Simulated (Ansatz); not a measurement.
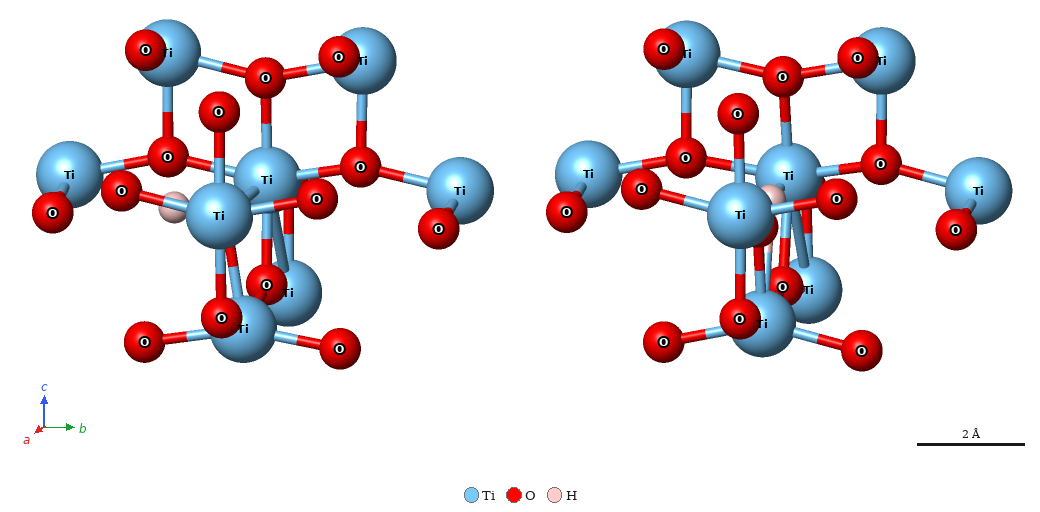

Two geometries of a defect cell of composition Ti36O72H (cell charge −1), drawn at one scale. One is the start of a relaxation, the other its converged end. Style: ball-and-stick. Shown: the atoms within 4.2 Å of the atom that moves most (axes of the cell of the calculation (origin shifted)), slightly off an axis.

Level of theory: DFT, PBEsol, PAW, plane waves in Ansatz. Settings: plane-wave cutoff 420 eV; k-point mesh 1 × 1 × 1; mesh shifted by (0.25, 0.25, 0.25); no spin polarisation; atoms relaxed in a fixed cell; force threshold 0.03 eV/Å; at most 80 steps.

> Which geometry has the lower energy?

The left one is the relaxed one. Over 12 geometry steps the energy falls by 8.027 eV per cell of the calculation. Largest force component: 9.9 eV/Å at the start, 0.015 eV/Å at the end. The H atom moves most: 1.57 Å along [2 −3 0]. By element the largest moves are H 1.57 Å, O 0.51 Å, Ti 0.25 Å. The cell stays as it was. Some distances before and after: H–Ti 1.324 → 2.426 Å, O–Ti 2.672 → 2.066 Å, O–Ti 1.593 → 2.070 Å, H–O 1.351 → 0.989 Å. New bonds form, among them: O–Ti (2.67 → 2.07 Å). Bonds break, among them: H–Ti (1.32 → 2.43 Å). Bond angles that change, for instance: Ti–O–Ti 118.0° → 98.2°, O–Ti–O 158.9° → 173.2°, Ti–Ti–O 158.6° → 146.8°.

Limits of the set-up: the cell is charged, on a uniform background, and energies carry no finite-size correction.
